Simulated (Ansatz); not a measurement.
**A series of single points on C**

System: C (R-3m, 4 atoms in the cell).
Method: Kohn-Sham DFT of a periodic cell, RPBE-LYP, all-electron LAPW, scalar-relativistic, spin-polarised (Ansatz 0.2.0).

The 7 runs differ only in the geometry, by an even scaling of the cell at fixed fractional positions. The total moment is held fixed by the input. The structure derives from a Materials Project entry.

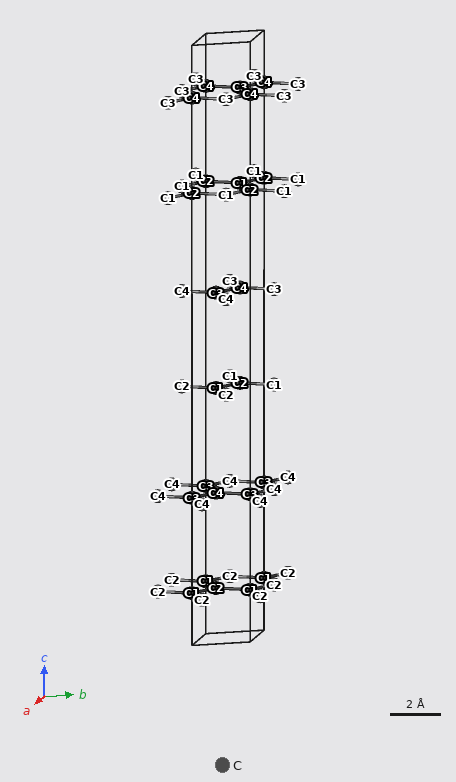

Figure 1. The structure of run 4 (ball-and-stick view of the cell 3 times as large as that of the calculation, set on its symmetry axes, seen slightly off an axis; neighbours outside the cell are drawn fainter; atoms are numbered from 1 in the order of the input).

**Input of run 4**
```yaml
crystal:
  lattice:
    - [1.2331880975, 0.7119814801, 8.2826151019]
    - [-1.2331880975, 0.7119814801, 8.2826151019]
    - [0.0, -1.4239629601, 8.2826151019]
  atoms:
    - { symbol: C, position: [0.08717308, 0.08717308, 0.08717308], spin: 0.75 }
    - { symbol: C, position: [0.75385006, 0.75385006, 0.75385006], spin: -0.25 }
    - { symbol: C, position: [0.24614994, 0.24614994, 0.24614994], spin: 0.75 }
    - { symbol: C, position: [0.91282692, 0.91282692, 0.91282692], spin: -0.25 }
kpoints:
  mp_grid: { grid: [12, 12, 12] }
scf:
  occupations: { method: cold, width: 0.1 }
hamiltonian:
  xc: { exchange: rpbe, correlation: lyp }
  pseudopotentials: { kind: all_electron, lapw: { basis_error: 0.001 } }
magnetization:
  spin_polarized: true
  initial_magnetization: 1.0
  spin_locking: { lock_magnetization: hard }
output:
  forces: true
  stress: true
  eigenvalues: true
```

Command:
```bash
ansatz run input.yaml --threads 2 --pin off --max-ram 5120MiB --backend cpu --events-out ev --progress --plain --runs-dir out
```

Lattice vectors (Å) and fractional positions of run 4:
```
   1.233188    0.711981    8.282615
  -1.233188    0.711981    8.282615
   0.000000   -1.423963    8.282615
C   0.087173  0.087173  0.087173
C   0.753850  0.753850  0.753850
C   0.246150  0.246150  0.246150
C   0.912827  0.912827  0.912827
```

Run 5 differs from it as follows:
```diff
-    - [1.2331880975, 0.7119814801, 8.2826151019]
-    - [-1.2331880975, 0.7119814801, 8.2826151019]
-    - [0.0, -1.4239629601, 8.2826151019]
+    - [1.2413551441, 0.7166967267, 8.3374684561]
+    - [-1.2413551441, 0.7166967267, 8.3374684561]
+    - [0.0, -1.4333934532, 8.3374684561]
```

**Results, with one run withheld**

| run | volume per atom (Å³) | free energy per atom, from the lowest run given (meV) | pressure (GPa) |
| --- | --- | --- | --- |
| 1 | 10.254 | 84.56 | 25.68 |
| 2 | 10.472 | 53.64 | 19.82 |
| 3 | 10.690 | 30.35 | 14.46 |
| 4 | 10.908 | 14.04 | 9.57 |
| 5 | 11.126 | ? | ? |
| 6 | 11.345 | 0.00 | 0.99 |
| 7 | 11.563 | 1.23 | −2.75 |

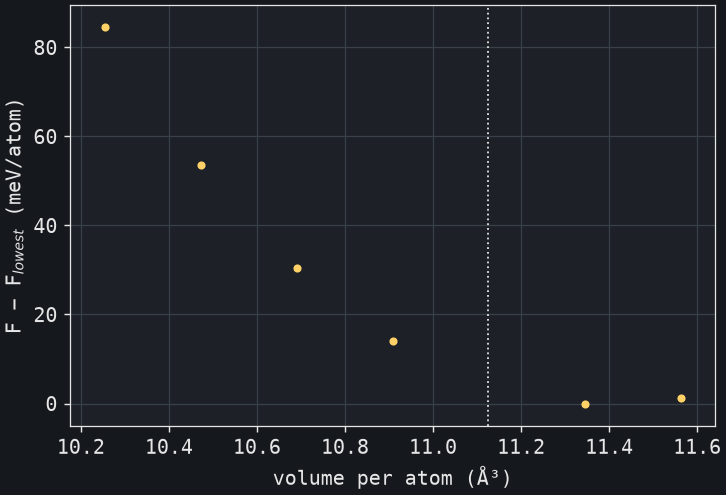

Figure 2. Free energy per atom of the runs given; the dotted line marks run 5.

What should run 5 give?

A cubic polynomial in V^(−2/3) (the Birch–Murnaghan form), fitted to the 6 runs given, misses them by at most 0.01 meV per atom. With x = V^(−2/3) − 0.20397 Å⁻², it reads F = 17.366 + 5337 x + 4.0367e+05 x² − 3.4302e+05 x³ (meV per atom). At run 5 it gives 4.11 meV per atom, and the run itself gives 4.10. The slope of the fit gives a pressure −dF/dV of 5.10 GPa there, and the run prints 5.09 GPa. The fit has its minimum at 11.401 Å³ per atom, where V d²F/dV² gives 200 GPa. Cell shape and fractional positions are held, so this is the stiffness under even scaling; the relaxed bulk modulus wasn't computed.

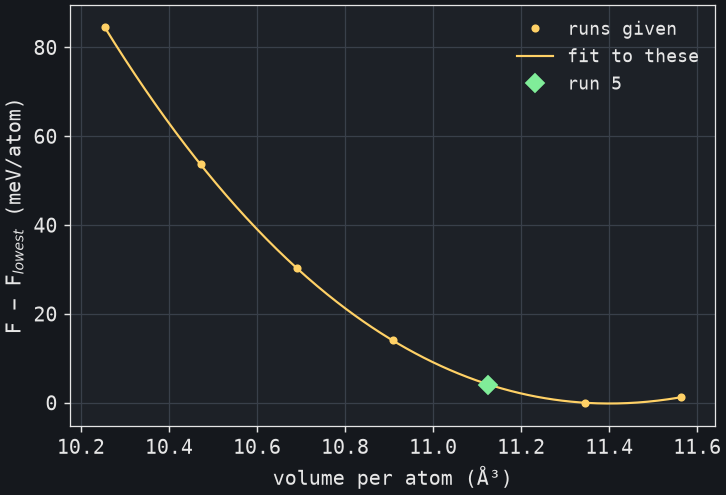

Figure 3. The fit and the withheld run.

**Output, shortened to warnings, some set-up lines, iterations and results (run 5)**
```
Basis set: ecut = 518.1188388272667 eV, 1183 PW (Γ), FFT grids on a1−a3, a2−a3, a3, exchange–correlation at level 2
Symmetry: 6 space group operations
k-points: 189 of 1728 (time reversal used)
Initial density: superposition of atomic densities (chi_scale 0.1, normalization cell)
[...]
SCF iter   1: F=—  HF=-4154.008948 eV  |F-HF|=—  |Δ(HF+E_count)|=         —  Δρ=6.30e-2 (↑5.50e-2 ↓6.30e-2)  dr2=5.49e0  dr2_m=1.21e-1  M=1.000 μB ∫|m|=1.051 μB  β_m=0.30  …
SCF iter   2: F=—  HF=-4153.145615 eV  |F-HF|=—  |Δ(HF+E_count)|=   8.63e-1  S|Δr|=    0.00e0  Δρ=4.78e-2 (↑4.15e-2 ↓4.78e-2)  dr2=3.49e0  dr2_m=7.22e-2  M=1.000 μB …
SCF iter   3: F=—  HF=-4151.708482 eV  |F-HF|=—  |Δ(HF+E_count)|=    1.44e0  S|Δr|=    0.00e0  Δρ=5.46e-3 (↑5.46e-3 ↓4.58e-3)  dr2=1.77e-2  dr2_m=2.39e-3  M=1.000 μB …
SCF iter   4: F=—  HF=-4151.708937 eV  |F-HF|=—  |Δ(HF+E_count)|=         —  Δρ=1.91e-3 (↑1.83e-3 ↓1.91e-3)  dr2=4.11e-3  dr2_m=8.91e-4  M=1.000 μB ∫|m|=1.029 μB  β_m=0.83  …
SCF iter   5: F=—  HF=-4151.712352 eV  |F-HF|=—  |Δ(HF+E_count)|=   3.41e-3  S|Δr|=    0.00e0  Δρ=1.28e-3 (↑1.11e-3 ↓1.28e-3)  dr2=1.16e-2  dr2_m=1.14e-4  M=1.000 μB …
SCF iter   6: F=—  HF=-4151.709231 eV  |F-HF|=—  |Δ(HF+E_count)|=   3.12e-3  S|Δr|=    0.00e0  Δρ=4.10e-4 (↑3.45e-4 ↓4.10e-4)  dr2=1.03e-4  dr2_m=4.44e-5  M=1.000 μB …
SCF iter   7: F=—  HF=-4151.709843 eV  |F-HF|=—  |Δ(HF+E_count)|=   6.12e-4  S|Δr|=    0.00e0  Δρ=1.30e-3 (↑1.83e-4 ↓1.30e-3)  dr2=7.28e-3  dr2_m=1.52e-4  M=1.000 μB …
SCF iter   8: F=—  HF=-4151.709273 eV  |F-HF|=—  |Δ(HF+E_count)|=   5.70e-4  S|Δr|=    0.00e0  Δρ=1.09e-4 (↑1.09e-4 ↓9.47e-5)  dr2=3.90e-5  dr2_m=1.85e-6  M=1.000 μB …
SCF iter   9: F=—  HF=-4151.709270 eV  |F-HF|=—  |Δ(HF+E_count)|=   2.80e-6  S|Δr|=    0.00e0  Δρ=6.27e-5 (↑4.56e-5 ↓6.27e-5)  dr2=4.32e-6  dr2_m=5.38e-8  M=1.000 μB …
SCF iter  10: F=—  HF=-4151.709268 eV  |F-HF|=—  |Δ(HF+E_count)|=   1.52e-6  S|Δr|=    0.00e0  Δρ=6.22e-6 (↑5.53e-6 ↓6.22e-6)  dr2=5.48e-8  dr2_m=4.94e-9  M=1.000 μB …
SCF iter  11: F=—  HF=-4151.709268 eV  |F-HF|=—  |Δ(HF+E_count)|=   1.16e-8  S|Δr|=    0.00e0  Δρ=1.98e-6 (↑1.69e-6 ↓1.98e-6)  dr2=1.60e-9  dr2_m=9.30e-10  M=1.000 μB …
SCF iter  12: F=-4151.709268 eV  HF=-4151.709268 eV  |F-HF|=3.25e-10  |Δ(HF+E_count)|=   2.24e-9  S|Δr|=    0.00e0  Δρ=5.20e-7 (↑5.20e-7 ↓5.17e-7)  dr2=3.80e-10  …
SCF 1 converged in 12 iterations: F = -4151.709268 eV  dr2 = 3.80e-10
this state was not tested for a lower state beside it, because cold or Methfessel-Paxton smearing, or corrected tetrahedra, fill the levels in a way that the test cannot read (fill_not_monotonic; see scf.lower_state_search)
SCF converged after 12 iterations
Magnetization: 1.0000 μB (12.5000 up, 11.5000 down)
Absolute magnetization: 1.0300 μB (∫|ρ↑−ρ↓|)
Spin contamination: 0.0010 ħ² per cell (⟨S²⟩ above its minimum at these occupations)
Per-site moments (μB) at R_I (Å): [(0.11293106806602271, 0.7166967275461091), (0.11309564577528386, 0.7166967275461091), (0.11309718462585128, 0.7166967275461091), (0.11293082141857091, 0.7166967275461091)]
Free energy (F): -4151.709268 eV
Harris-Foulkes:  -4151.709268 eV  (|F-HF|=3.25e-10)
Internal energy: -4151.708458 eV  (E = F + TS)
E sigma→0 (E₀):  -4151.708998 eV
Entropy (-TS):   -0.000811 eV (-0.203 meV/atom)
Fermi energy:    5.229246 (↑ 7.226834, ↓ 3.231658) eV
Step filling:    the computed levels leave a gap of 0.0056 eV = 0.1 smearing widths at the electron count (spin ↑); against every level under it full and every level over it empty, smearing changes F+E_penalty+E_count by -0.511 meV and its σ→0 estimate by -0.629 meV through this channel's levels
--- Per-component energies (eV) ---
  E_band       = -2151.357359
  E_kinetic    = 4145.360257
  E_xc         = -594.547453
  E_electrostatic = -7702.521261  (all electrons and nuclei)
  E_smearing   = -0.000811  (= −TS)
  E_closure    = 0.000000  (closes the sum)
  E_atoms      = -4119.624622  (free atoms, spherical and without spin; not in F)
  Σ components = -4151.709268   (vs F -4151.709268, Δ=0.00e0)
  Basis errors (estimates in eV, not in F): energy 7.4e-4 per atom: plane waves 6.9e-4 (4.5e-4 summed), levels above the bands 0.0e0, relativity 2.4e-8, radial functions 4.6e-5, core shells 0.0e0; eigenvalues (radial functions only) 1.9e-6; not estimated: angular momenta, meshes, grids; target …
--- Forces (eV/Å), atoms counted from 1 ---
  atom   1  C      0.00000000    -0.00000000    -0.00596292
  atom   2  C     -0.00000000    -0.00000000    -0.00951377
  atom   3  C      0.00000000     0.00000000     0.00951455
  atom   4  C     -0.00000000     0.00000000     0.00596325
  max |Σ_I F_I| component: 1.11e-6 eV/Å
--- Stress (GPa, compression-positive) ---
        7.364569      -0.000000       0.000000
       -0.000000       7.364569      -0.000000
        0.000000      -0.000000       0.539380
  P = ⅓ Tr σ = 5.0895 GPa (50.895 kbar)
```

Warnings of the run: the state was not tested for a lower one.
